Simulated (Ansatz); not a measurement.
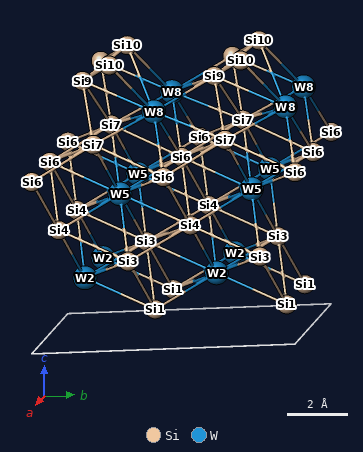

Starting structure of a slab of composition Si$_{7}$W$_{3}$ (cut from the I4/mmm phase). The picture is a ball-and-stick view of the 2 × 2 repeat of the cell, outlined in the plane, without the vacuum, seen slightly off an axis.

Case: Si put at a hollow W-Si site. The slab is the (1 0 1) face of Si2W with Si on it. 4 atoms are held fixed.

The calculation used Ansatz 0.2.0, DFT PBEsol, scalar-relativistic, plane waves, PAW.

Input
```yaml
crystal:
  lattice:
    - [3.2024995622, 0.0, 0.0]
    - [-1.6012497811, 4.2232001613, 0.0]
    - [0.0, 0.0, 26.9092506114]
  atoms:
    - { symbol: Si, position: [0.4301706655, 0.860341331, 0.3158765037] }
    - { symbol: W, position: [0.1437589313, 0.2875178626, 0.3527131646] }
    - { symbol: Si, position: [0.8573471971, 0.7146943943, 0.3895498253] }
    - { symbol: Si, position: [0.5739295968, 0.1478591936, 0.4260013975] }
    - { symbol: W, position: [0.2864726639, 0.5728754132, 0.4627559928] }
    - { symbol: Si, position: [0.0007512532, 0.0014566032, 0.5000789027] }
    - { symbol: Si, position: [0.714878813, 0.4290563263, 0.5379624451] }
    - { symbol: W, position: [0.4249673995, 0.8495558617, 0.5702575827] }
    - { symbol: Si, position: [0.1348209308, 0.2685091698, 0.6061027524] }
    - { symbol: Si, position: [0.7798941652, 0.5590325157, 0.6410349776] }
basis:
  ecutwfc: 420
kpoints:
  mp_grid: { grid: [10, 7, 1] }
hamiltonian:
  xc: pbesol
scf:
  occupations: { method: gaussian, width: 0.1 }
output:
  forces: true
  eigenvalues: true
  write_density: true
  write_potential: true
  elf: true
  volumetric_format: npy
relax:
  adjacent_minimum: "off"
  f_tol: 0.03
  max_steps: 70
  constraints: [{ sites: [0, 1, 2, 3] }]
efield:
  axis: 3
  dipole_correction: true
  ramp_width: 0.04
```

Launched with:
```bash
ansatz run input.yaml --threads 2 --pin off --max-ram 5120MiB --backend cpu --events-out ev --progress --plain --runs-dir out
```

What does the optimiser find from here?

Answer. The largest move is that of Si10, 0.94 Å at 71° to the normal (+c side). Largest moves by element: Si 0.94 Å, W 0.01 Å. The lattice vectors keep their values. Near-neighbour distances that change, for instance: Si9–Si10 3.140 → 2.421 Å, Si9–Si10 (another image) 2.226 → 2.811 Å, Si7–Si10 2.827 → 3.405 Å, W8–Si9 2.575 → 2.693 Å. Bond angles that change, for instance: Si7–Si9–W8 107.9° → 100.8°, W8–Si9–W8 120.2° → 115.5°, W8–Si9–W8 76.9° → 73.0°. Over 9 accepted moves (10 points after the start) the energy falls by 0.804 eV per cell of the calculation. Largest force component: 2.2 eV/Å at the start, 0.0033 eV/Å at the end. The line search rejected the trial step at point 6 of the run. Cost: 2.5 min on 2 threads of AMD EPYC 9R45 96-Core Processor (Zen 5), on a shared host, peak memory 0.9 GiB.

The end point in the same view:

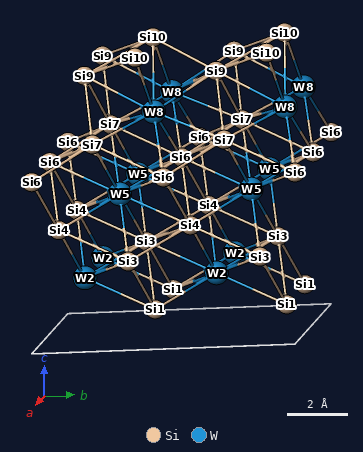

Limits of the set-up: the periodic images lie only 3.2 Å apart, so the values are limited by the cell's size.
